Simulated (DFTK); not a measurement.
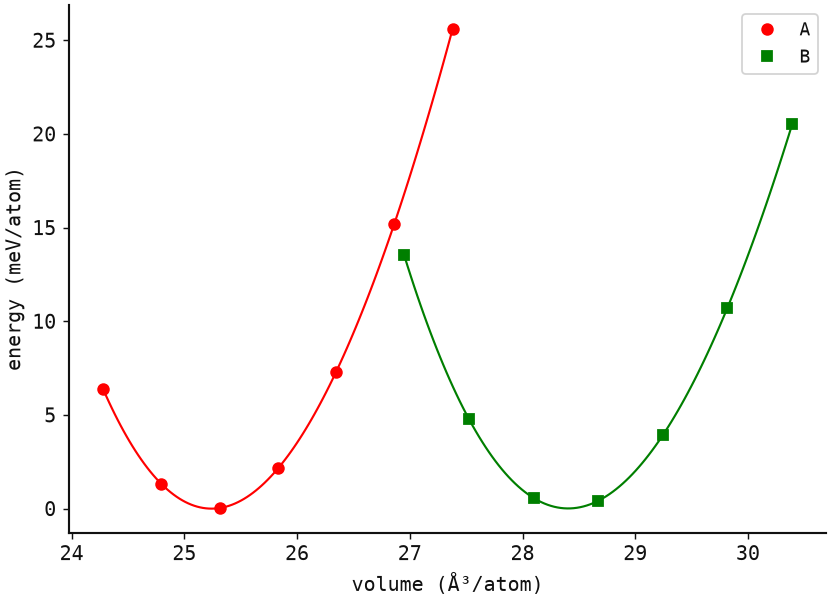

The figure compares two calculations of the energy against volume, each curve from its own zero. The first is for PbSe, space group Fm-3m (No. 225).

The cell holds 2 atoms.

How it was computed, with DFTK 0.8.2: plane-wave DFT, no spin polarisation; energies at scaled volumes of the given cell, shape and fractions fixed, counted from the fit's minimum, third-order Birch-Murnaghan fit. Level: PBEsol.

k mesh 8×8×8; occupations Fermi–Dirac; smearing width 0.05 eV; potentials dojo.nc.sr.pbesol.v0_4_1.standard; wave cutoff 1170 eV.

In the second, Pb is replaced by Ca on all its sites, which gives CaSe in the same structure.

Which of A and B is the second calculation, and what did the change do?

Answer. A. The equilibrium volume falls from 28.41 to 25.24 Å³/atom (−11 %) and the bulk modulus falls from 53.1 to 52.1 GPa (−1.9 %).

For PbSe, limits of the calculation: spin-orbit coupling left out, heavy elements.

V0 and the bulk modulus come from third-order Birch–Murnaghan fits.
